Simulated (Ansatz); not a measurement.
# Al: one change and its effect

System: Al (2 atoms in the cell).
Method of run A: DFT, PBEsol, all-electron LAPW, scalar-relativistic, no spin polarisation (Ansatz 0.2.0).

Text and figures count atoms from 1; the logs count them from 0 in places.

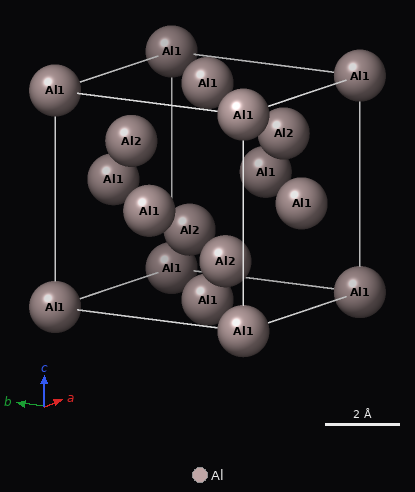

**Figure 1.** The structure (spheres-only view of the cell 4 times as large as that of the calculation, set on its symmetry axes, seen at an oblique angle; atoms are numbered from 1 in the order of the input).

### The input, run A
```yaml
crystal:
  lattice:
    - [0.0, 3.0233478945, 3.0233478945]
    - [3.0233478945, 0.0, 3.0233478945]
    - [3.0233478945, 3.0233478945, 0.0]
  atoms:
    - { symbol: Al, position: [0.0, 0.0, 0.0] }
    - { symbol: Al, position: [0.25, 0.25, 0.25] }
kpoints:
  mp_grid: { grid: [9, 9, 9] }
  band_path:
    path:
      - [0.0, 0.0, 0.0]
      - [0.5, 0.0, 0.5]
      - [0.625, 0.25, 0.625]
      - [0.375, 0.375, 0.75]
      - [0.0, 0.0, 0.0]
      - [0.5, 0.5, 0.5]
      - [0.5, 0.25, 0.75]
      - [0.5, 0.0, 0.5]
    npoints: 5
scf:
  occupations: { method: fermi_dirac, width: 0.08 }
hamiltonian:
  xc: pbesol
  pseudopotentials: { kind: all_electron, lapw: { basis_error: 0.00025 } }
output:
  forces: true
  stress: true
  eigenvalues: true
```

Command:
```bash
ansatz run input.yaml --threads 1 --pin off --max-ram 2048MiB --backend cpu --events-out ev --progress --plain --runs-dir out
```

Hardware: 1 thread of an x86-64 CPU, shared host.

### Output, shortened to warnings, some set-up lines, iterations and results (run A)
```
Basis set: ecut = 211.37255589723634 eV, 387 PW (Γ), exchange–correlation at level 2
Symmetry: 48 space group operations
k-points: 35 of 729
Initial density: superposition of atomic densities (chi_scale 0.1, normalization cell)
[...]
SCF iter   1: F=—  HF=-13187.499046 eV  |F-HF|=—  |Δ(HF+E_count)|=         —  Δρ=1.33e-2  dr2=8.41e-2  ethr=3.81e-4  ⟨swp⟩=3.0  Hψ=3765  notcnv=0
SCF iter   2: F=—  HF=-13187.498918 eV  |F-HF|=—  |Δ(HF+E_count)|=   1.28e-4  Δρ=8.83e-3  dr2=4.44e-2  ethr=3.81e-4  ⟨swp⟩=2.0  Hψ=1386  notcnv=0
SCF iter   3: F=—  HF=-13187.496021 eV  |F-HF|=—  |Δ(HF+E_count)|=   2.90e-3  Δρ=1.61e-3  dr2=3.51e-3  ethr=1.60e-5  ⟨swp⟩=2.0  Hψ=2446  notcnv=0
SCF iter   4: F=—  HF=-13187.495202 eV  |F-HF|=—  |Δ(HF+E_count)|=         —  Δρ=6.08e-4  dr2=4.73e-4  ethr=1.59e-5  ⟨swp⟩=2.0  Hψ=1386  notcnv=0
SCF iter   5: F=—  HF=-13187.495115 eV  |F-HF|=—  |Δ(HF+E_count)|=   8.70e-5  Δρ=2.76e-4  dr2=6.06e-5  ethr=2.15e-6  ⟨swp⟩=2.0  Hψ=1386  notcnv=0
SCF iter   6: F=—  HF=-13187.495144 eV  |F-HF|=—  |Δ(HF+E_count)|=   2.95e-5  Δρ=4.43e-5  dr2=1.52e-6  ethr=2.75e-7  ⟨swp⟩=2.9  Hψ=1430  notcnv=0
SCF iter   7: F=-13187.495145 eV  HF=-13187.495145 eV  |F-HF|=1.08e-8  |Δ(HF+E_count)|=   7.42e-7  Δρ=4.91e-6  dr2=7.86e-9  ethr=6.92e-9  ⟨swp⟩=3.0  Hψ=1501  notcnv=0
SCF 1 converged in 7 iterations: F = -13187.495145 eV  dr2 = 7.86e-9
NSCF: frozen V_eff on 36 k-points
SCF converged after 7 iterations
Free energy (F): -13187.495145 eV
Harris-Foulkes:  -13187.495145 eV  (|F-HF|=1.08e-8)
Internal energy: -13187.462583 eV  (E = F + TS)
E sigma→0 (E₀):  -13187.478864 eV
Entropy (-TS):   -0.032562 eV (-16.281 meV/atom)
Fermi energy:    3.819291 eV
--- Per-component energies (eV) ---
  E_band       = -1116.849361
  E_kinetic    = 13210.652822
  E_xc         = -983.581488
  E_electrostatic = -25414.533916  (all electrons and nuclei)
  E_smearing   = -0.032562  (= −TS)
  E_closure    = 0.000000  (closes the sum)
  E_atoms      = -13180.977686  (free atoms, spherical and without spin; not in F)
  Σ components = -13187.495145   (vs F -13187.495145, Δ=0.00e0)
  Basis errors (estimates in eV, not in F): energy 1.1e-4 per atom: plane waves 1.0e-4 (6.0e-5 summed), levels above the bands 1.0e-30, relativity 2.1e-9, radial functions 8.8e-6, core shells 2.6e-15; eigenvalues (radial functions only) 2.2e-7; not estimated: angular momenta, meshes, grids; target …
--- Forces (eV/Å), atoms counted from 1 ---
  atom   1  Al    -0.00000000    -0.00000000     0.00000000
  atom   2  Al    -0.00000000     0.00000000    -0.00000000
  max |Σ_I F_I| component: 1.85e-17 eV/Å
--- Stress (GPa, compression-positive) ---
       -1.021980       0.000000       0.000000
        0.000000      -1.021980      -0.000000
        0.000000      -0.000000      -1.021980
  P = ⅓ Tr σ = -1.0220 GPa (-10.220 kbar)
```

The input of run B differs as follows (lines with − go, lines with + come):
```diff
-  xc: pbesol
+  xc: lda
```

What does this change do to the results?

The total energies belong to different methods, so their difference says nothing on which is more stable or more accurate. The pressure goes from −1.02 to −1.87 GPa. The functional changes from PBEsol to LDA. Along LDA, PBEsol, PBE and RPBE the binding weakens and the preferred volume grows, so the same cell is under more pressure with the later ones. The number of SCF iterations is the same.

### Output, shortened to warnings, some set-up lines, iterations and results (run B)
```
Basis set: ecut = 211.97549235935116 eV, 387 PW (Γ), exchange–correlation at level 2
Symmetry: 48 space group operations
k-points: 35 of 729
Initial density: superposition of atomic densities (chi_scale 0.1, normalization cell)
[...]
SCF iter   1: F=—  HF=-13164.340940 eV  |F-HF|=—  |Δ(HF+E_count)|=         —  Δρ=1.37e-2  dr2=9.71e-2  ethr=4.40e-4  ⟨swp⟩=2.9  Hψ=3760  notcnv=0
SCF iter   2: F=—  HF=-13164.338328 eV  |F-HF|=—  |Δ(HF+E_count)|=   2.61e-3  Δρ=9.19e-3  dr2=5.25e-2  ethr=4.40e-4  ⟨swp⟩=2.0  Hψ=1398  notcnv=0
SCF iter   3: F=—  HF=-13164.332995 eV  |F-HF|=—  |Δ(HF+E_count)|=   5.33e-3  Δρ=1.70e-3  dr2=4.10e-3  ethr=1.88e-5  ⟨swp⟩=2.0  Hψ=2454  notcnv=0
SCF iter   4: F=—  HF=-13164.331822 eV  |F-HF|=—  |Δ(HF+E_count)|=         —  Δρ=6.52e-4  dr2=5.16e-4  ethr=1.86e-5  ⟨swp⟩=2.0  Hψ=1394  notcnv=0
SCF iter   5: F=—  HF=-13164.331693 eV  |F-HF|=—  |Δ(HF+E_count)|=   1.29e-4  Δρ=2.83e-4  dr2=5.93e-5  ethr=2.35e-6  ⟨swp⟩=2.0  Hψ=1392  notcnv=0
SCF iter   6: F=—  HF=-13164.331711 eV  |F-HF|=—  |Δ(HF+E_count)|=   1.74e-5  Δρ=4.73e-5  dr2=1.73e-6  ethr=2.70e-7  ⟨swp⟩=2.0  Hψ=1392  notcnv=0
SCF iter   7: F=-13164.331711 eV  HF=-13164.331711 eV  |F-HF|=5.20e-9  |Δ(HF+E_count)|=   2.84e-7  Δρ=4.65e-6  dr2=8.65e-9  ethr=7.84e-9  ⟨swp⟩=3.0  Hψ=1462  notcnv=0
SCF 1 converged in 7 iterations: F = -13164.331711 eV  dr2 = 8.65e-9
NSCF: frozen V_eff on 36 k-points
SCF converged after 7 iterations
Free energy (F): -13164.331711 eV
Harris-Foulkes:  -13164.331711 eV  (|F-HF|=5.20e-9)
Internal energy: -13164.298399 eV  (E = F + TS)
E sigma→0 (E₀):  -13164.315055 eV
Entropy (-TS):   -0.033312 eV (-16.656 meV/atom)
Fermi energy:    3.715295 eV
--- Per-component energies (eV) ---
  E_band       = -1118.145031
  E_kinetic    = 13175.982453
  E_xc         = -959.457485
  E_electrostatic = -25380.823368  (all electrons and nuclei)
  E_smearing   = -0.033312  (= −TS)
  E_closure    = 0.000000  (closes the sum)
  E_atoms      = -13157.570602  (free atoms, spherical and without spin; not in F)
  Σ components = -13164.331711   (vs F -13164.331711, Δ=0.00e0)
  Basis errors (estimates in eV, not in F): energy 1.1e-4 per atom: plane waves 1.0e-4 (5.9e-5 summed), levels above the bands 7.7e-30, relativity 1.0e-9, radial functions 6.6e-6, core shells 2.4e-16; eigenvalues (radial functions only) 2.2e-7; not estimated: angular momenta, meshes, grids; target …
--- Forces (eV/Å), atoms counted from 1 ---
  atom   1  Al    -0.00000000    -0.00000000     0.00000000
  atom   2  Al     0.00000000    -0.00000000     0.00000000
  max |Σ_I F_I| component: 3.24e-17 eV/Å
--- Stress (GPa, compression-positive) ---
       -1.865280       0.000000      -0.000000
        0.000000      -1.865280      -0.000000
       -0.000000      -0.000000      -1.865280
  P = ⅓ Tr σ = -1.8653 GPa (-18.653 kbar)
```

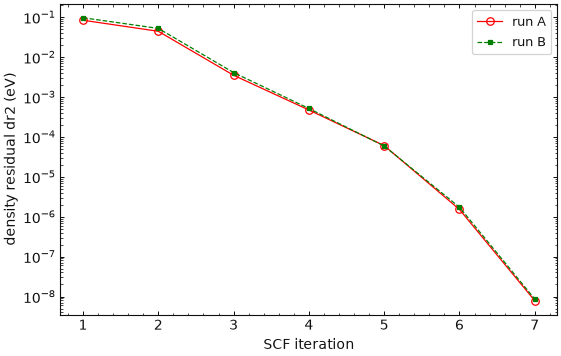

**Figure 2.** Convergence of the two runs: density residual dr2 against the SCF iteration. Run A takes 7 iterations in all, and run B takes 7.

### The two runs side by side

| quantity | run A | run B |
| --- | --- | --- |
| outcome | converged | converged |
| free energy per atom (eV) | −6593.7476 | −6582.1659 |
| energy per atom, smearing taken to zero (eV) | −6593.7394 | −6582.1575 |
| pressure (GPa) | −1.02 | −1.87 |
| largest force (eV/Å) | 0.000 | 0.000 |
| SCF iterations | 7 | 7 |
| irreducible k-points | 35 | 35 |
| plane waves at Γ | 387 | 387 |
| wall time (shared host) | 5.8 s | 6 s |
